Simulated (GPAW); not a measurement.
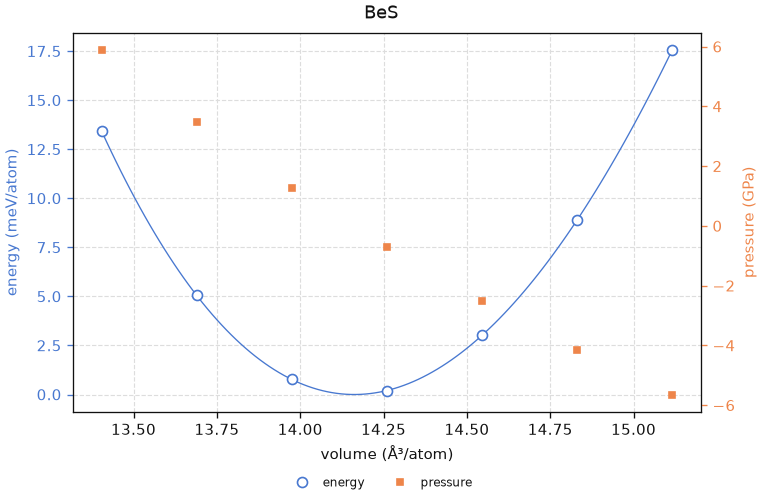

The picture above shows the energy and pressure against volume for BeS, space group F-43m (No. 216).

The given structure:
```
CELL_PARAMETERS angstrom
0.00000 2.42500 2.42500
2.42500 0.00000 2.42500
2.42500 2.42500 0.00000
ATOMIC_POSITIONS crystal
S 0.75000 0.75000 0.75000
Be 0.00000 0.00000 0.00000
```

Calculation (GPAW 26.7.0): PAW DFT in plane waves, on a grid or in atomic orbitals, no spin polarisation; energies at scaled volumes of the given cell, shape and fractions fixed, counted from the fit's minimum, third-order Birch-Murnaghan fit. Level: PBEsol.

```json
{"setting": "k mesh", "value": "9×9×9"}
{"setting": "occupations", "value": "Fermi–Dirac"}
{"setting": "smearing width", "value": "0.05 eV"}
{"setting": "potentials", "value": "PAW data sets made by gpaw setup for the functional"}
{"setting": "wave cutoff", "value": "800 eV"}
{"setting": "program settings", "value": "basis pw"}
```

> What equilibrium volume and bulk modulus follow from the curve?

A third-order Birch–Murnaghan fit gives V0 = 14.16 Å³/atom, B0 = 97.2 GPa and B′ = 3.8.

> How does the pressure vary with volume?

It falls from 5.89 GPa at volume 13.40 Å³/atom to −5.64 GPa at 15.12 Å³/atom, and changes sign near 14.16 Å³/atom.
